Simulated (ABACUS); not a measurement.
**Band-structure run, with input and output: Li (part 1 of 2)**

The run: band-structure run of Li (Im-3m, 1 atom in the cell). Method and program: Kohn-Sham DFT of a periodic cell, TPSS, SG15 ONCV 1.2 PBE, no spin polarisation (ABACUS 3.10.1).

The structure derives from an entry of the Crystallography Open Database.

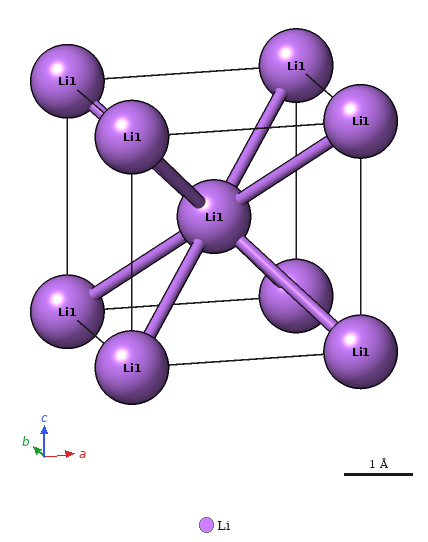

Fig. 1: The input geometry (ball-and-stick view of the cell 2 times as large as that of the calculation, set on its symmetry axes, seen slightly off an axis; atoms are numbered from 1 in the order of the input). Near neighbours in the crystal (not all of them lie inside the picture): Li has 8 Li at 3.04 Å.

### Summary

```json
{"quantity": "outcome", "value": "converged"}
{"quantity": "space group (tolerance 0.01 Å)", "value": "Im-3m (229)"}
{"quantity": "electrons treated", "value": "3"}
{"quantity": "free energy", "value": "−194.8062 eV"}
{"quantity": "Fermi energy of the self-consistent step", "value": "0.823 eV"}
{"quantity": "gap on the k-point mesh", "value": "none (metallic)"}
{"quantity": "pressure", "value": "−2.16 GPa"}
{"quantity": "largest force (length of the vector)", "value": "under 0.001 eV/Å"}
{"quantity": "hardware", "value": "4 threads of Intel Xeon @ 3.00GHz (Skylake/Cascade Lake), 12 GiB of memory available, shared host"}
{"quantity": "wall time", "value": "12 s (CPU time 46 s)"}
{"quantity": "peak memory", "value": "0.28 GiB"}
```

### Input
```
INPUT_PARAMETERS
suffix              Li
calculation         scf
basis_type          pw
pseudo_dir          ./
symmetry            1
dft_functional      MGGA_X_TPSS+MGGA_C_TPSS
ecutwfc             86
pseudo_rcut         7
nspin               1
nbands              12
ks_solver           dav
smearing_method     fd
smearing_sigma      0.00367493
scf_thr             1e-08
scf_nmax            100
mixing_type         broyden
mixing_beta         0.7
cal_force           1
cal_stress          1
mixing_tau          1
out_chg             1
kpar                4
```

### File STRU
```
ATOMIC_SPECIES
Li 6.9400 Li_ONCV_PBE-1.2.upf

LATTICE_CONSTANT
1.8897261246

LATTICE_VECTORS
-1.7546500000 1.7546500000 1.7546500000
1.7546500000 -1.7546500000 1.7546500000
1.7546500000 1.7546500000 -1.7546500000

ATOMIC_POSITIONS
Direct

Li
0.0
1
0.0000000000 0.0000000000 0.0000000000 1 1 1
```

### File KPT
```
K_POINTS
0
Gamma
7 7 7 0 0 0
```

Command:
```bash
OMP_NUM_THREADS=1 mpirun -np 4 abacus > log
```

### What the program printed
```
ABACUS v3.10.1

               Atomic-orbital Based Ab-initio Computation at UStc

 ------------------------------------------------------------------------------------

 READING GENERAL INFORMATION
                           global_out_dir = OUT.Li/
                           global_in_card = INPUT
                               pseudo_dir = ./
                              orbital_dir =
                                    DSIZE = 4
                                    GSIZE = 1

 READING UNITCELL INFORMATION
                                    ntype = 1
                  lattice constant (Bohr) = 1.88973
              lattice constant (Angstrom) = 1

 READING ATOM TYPE 1
                               atom label = Li
                      L=0, number of zeta = 1
                      L=1, number of zeta = 1
                      L=2, number of zeta = 1
             number of atom for this type = 1

                        TOTAL ATOM NUMBER = 1
DIRECT COORDINATES
    atom                   x                   y                   z     mag                  vx                  vy                  vz
taud_Li1            0.0000000000        0.0000000000        0.0000000000  0.0000        0.0000000000        0.0000000000        0.0000000000

                          Volume (Bohr^3) = 145.824
                             Volume (A^3) = 21.6088

 Lattice vectors: (Cartesian coordinate: in unit of a_0)
             -1.75465            +1.75465            +1.75465
             +1.75465            -1.75465            +1.75465
             +1.75465            +1.75465            -1.75465
 Reciprocal vectors: (Cartesian coordinate: in unit of 2 pi/a_0)
                   +0           +0.284957           +0.284957
            +0.284957                  +0           +0.284957
            +0.284957           +0.284957                  +0
 The esolver type has been set to : ksdft_pw

                PAO radial cut off (Bohr) = 7

 Read in pseudopotential file is Li_ONCV_PBE-1.2.upf
                     pseudopotential type = NC
          exchange-correlation functional = PBE
                 nonlocal core correction = 0
                        valence electrons = 3
                                     lmax = 1
                           number of zeta = 0
                     number of projectors = 4
                           L of projector = 0
                           L of projector = 0
                           L of projector = 1
                           L of projector = 1
 XC functional updated to : MGGA_X_TPSS+MGGA_C_TPSS
          exchange-correlation functional = MGGA_X_TPSS+MGGA_C_TPSS
     initial pseudo atomic orbital number = 0

 SETUP THE ELECTRONS NUMBER
            electron number of element Li = 3
      total electron number of element Li = 3
            AUTOSET number of electrons:  = 3
                           occupied bands = 2
                                   NBANDS = 12
                                   NLOCAL = 9

%%%%%%%%%%%%%%%%%%%%%%%%%%%%%%%%%%%%%%%%%%%%%%%%%%%%%%%%%%%%%%%%%%%%%%%%%%%%%%%%%%%%%%%%%%%%%%%%%%%%%%%%%%
 Warning: the number of valence electrons in pseudopotential > 1 for Li: [He] 2s1
 Pseudopotentials with additional electrons can yield (more) accurate outcomes, but may be less efficient.
 If you're confident that your chosen pseudopotential is appropriate, you can safely ignore this warning.
%%%%%%%%%%%%%%%%%%%%%%%%%%%%%%%%%%%%%%%%%%%%%%%%%%%%%%%%%%%%%%%%%%%%%%%%%%%%%%%%%%%%%%%%%%%%%%%%%%%%%%%%%%

 SETUP THE PLANE WAVE BASIS
 energy cutoff for charge/potential (unit:Ry) = 344
            fft grid for charge/potential = [ 36, 36, 36 ]
                        fft grid division = [ 1, 1, 1 ]
        big fft grid for charge/potential = [ 36, 36, 36 ]
                                     nbxx = 46656
                                     nrxx = 46656

 SETUP PLANE WAVES FOR CHARGE/POTENTIAL
                    number of plane waves = 15683
                         number of sticks = 841

 PARALLEL PW FOR CHARGE/POTENTIAL
     PROC   COLUMNS(POT)             PW
        1            841          15683
 --------------- sum -------------------
        1            841          15683
                            number of |g| = 177
                                  max |g| = 31.0186
                                  min |g| = 0

----------- Double Check Mixing Parameters Begin ------------
mixing_type: broyden
mixing_beta: 0.7
mixing_gg0: 1
mixing_gg0_min: 0.1
mixing_ndim: 8
----------- Double Check Mixing Parameters End ------------

 LATTICE VECTORS: (CARTESIAN COORDINATE: IN UNIT OF A0)
             -1.75465            +1.75465            +1.75465
             +1.75465            -1.75465            +1.75465
             +1.75465            +1.75465            -1.75465
                       right hand lattice = 1
                                   NORM_A = 3.03914
                                   NORM_B = 3.03914
                                   NORM_C = 3.03914
                           ALPHA (DEGREE) = 109.471
                           BETA  (DEGREE) = 109.471
                           GAMMA (DEGREE) = 109.471

 The lattice vectors have been changed (STRU_SIMPLE.cif)

(for optimal symmetric configuration:)
                             BRAVAIS TYPE = 2
                     BRAVAIS LATTICE NAME = 02. Cubic I (body-centered)
                                    ibrav = 2
                                    IBRAV = 2
                                  BRAVAIS = BODY CENTERED CUBIC
                       LATTICE CONSTANT A = 3.5093
Original cell was already a primitive cell.
                        ROTATION MATRICES = 48
              PURE POINT GROUP OPERATIONS = 48
                   SPACE GROUP OPERATIONS = 48
                              POINT GROUP = O_h
               POINT GROUP IN SPACE GROUP = O_h

 SETUP K-POINTS
                                    nspin = 1
                   Input type of k points = Monkhorst-Pack(Gamma)
                                   nkstot = 343
                       right hand lattice = 1
(for reciprocal lattice: )
                             BRAVAIS TYPE = 3
                     BRAVAIS LATTICE NAME = 03. Cubic F (face-centered)
                                    ibrav = 3
                       right hand lattice = 1
(for k-lattice: )
                             BRAVAIS TYPE = 3
                     BRAVAIS LATTICE NAME = 03. Cubic F (face-centered)
                                    ibrav = 3
                       right hand lattice = 1
                        ROTATION MATRICES = 48
                               nkstot_ibz = 20
K-POINTS REDUCTION ACCORDING TO SYMMETRY
     IBZ    DIRECT_X    DIRECT_Y    DIRECT_Z  WEIGHT  ibz2bz
       1  0.00000000  0.00000000  0.00000000  0.0029       0
       2 -0.14285714  0.14285714  0.00000000  0.0350       1
       3 -0.28571429  0.28571429  0.00000000  0.0350       2
       4 -0.42857143  0.42857143  0.00000000  0.0350       3
       5 -0.14285714 -0.14285714  0.28571429  0.0700       8
       6 -0.14285714 -0.28571429  0.42857143  0.1399       9
       7  0.42857143  0.42857143  0.14285714  0.0700      10
       8  0.42857143  0.28571429  0.28571429  0.0700      16
       9 -0.14285714 -0.14285714  0.42857143  0.0233      57
      10  0.42857143  0.28571429  0.14285714  0.0700      58
      11 -0.14285714  0.14285714  0.14285714  0.0175      62
      12  0.28571429  0.28571429  0.28571429  0.0233      65
      13  0.28571429  0.14285714 -0.28571429  0.0700      68
      14 -0.42857143  0.42857143  0.14285714  0.0700      74
      15 -0.42857143  0.28571429  0.28571429  0.0700      75
      16  0.42857143  0.28571429  0.42857143  0.0700      81
      17  0.28571429  0.28571429 -0.28571429  0.0175     117
      18 -0.42857143  0.42857143  0.28571429  0.0700     123
      19  0.42857143  0.42857143  0.42857143  0.0233     130
      20 -0.42857143  0.42857143  0.42857143  0.0175     172

                               nkstot now = 20
[... K-POINTS DIRECT COORDINATES: 20 rows ...]

           k-point number in this process = 5
       minimum distributed K point number = 5
[... stars of the k points ...]

[... K-POINTS CARTESIAN COORDINATES: 5 rows ...]

[... K-POINTS DIRECT COORDINATES: 5 rows ...]

 SETUP PLANE WAVES FOR WAVE FUNCTIONS
     energy cutoff for wavefunc (unit:Ry) = 86
              fft grid for wave functions = [ 36, 36, 36 ]
                    number of plane waves = 2347
                         number of sticks = 241

 PARALLEL PW FOR WAVE FUNCTIONS
     PROC   COLUMNS(POT)             PW
        1            241           2347
 --------------- sum -------------------
        1            241           2347

 SETUP NONLOCAL PSEUDOPOTENTIALS IN PLANE WAVE BASIS
 Li non-local projectors:
 projector 1 L=0
 projector 2 L=0
 projector 3 L=1
 projector 4 L=1
      TOTAL NUMBER OF NONLOCAL PROJECTORS = 8

 Init Non-Local PseudoPotential table :
 Init Non-Local-Pseudopotential done.

                                     npwx = 1986

 -------------------------------------------
 SELF-CONSISTENT
 -------------------------------------------
                                 init_chg = atomic

 PW ALGORITHM --------------- ION=   1  ELEC=   1--------------------------------
 Notice: Threshold on eigenvalues was too large.
 hsover_error=0.03 > DRHO=0.0127339
 Origin diag ethr = 0.01
 New diag ethr = 0.000424465

 Density error is 0.0126661879997
                          Error Threshold = 0.000424464675909
----------------------------------------------------------
     Energy           Rydberg                 eV
----------------------------------------------------------
 E_KohnSham     -14.2559798531       -193.9625565751
 E_Harris       -14.3976521301       -195.8901067908
 E_Fermi        0.0665323908         0.9052196165
----------------------------------------------------------
```
